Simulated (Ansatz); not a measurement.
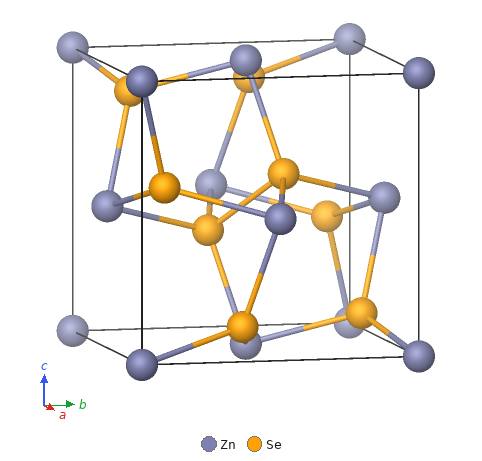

View slightly off an axis, drawn as a ball-and-stick model. Atoms at the boundary of the conventional unit cell (the box) are drawn once for each face, edge or corner they touch.

ZnSe$_{2}$, space group Pa-3 (No. 205), a = 6.30 Å, b = 6.30 Å, c = 6.30 Å, α = 90.00°, β = 90.00°, γ = 90.00°.

The calculation used DFT PBEsol, scalar-relativistic, plane waves, PAW in Ansatz, with plane waves up to 420 eV, Brillouin-zone sampling on a 4×4×4 mesh, Gaussian smearing of 0.02 eV, no spin polarisation.

How large a gap does the method give, if there is one?

A semiconductor at this level, with a gap of 0.67 eV.

What pressure does the calculation give for this cell?

The computed pressure is -2.0 GPa (stretched: it would shrink).

Starting structure: a structure listed in the Materials Project. Earlier steps of the study may have refined or changed the cell and positions. It went into a calculation with Ansatz.
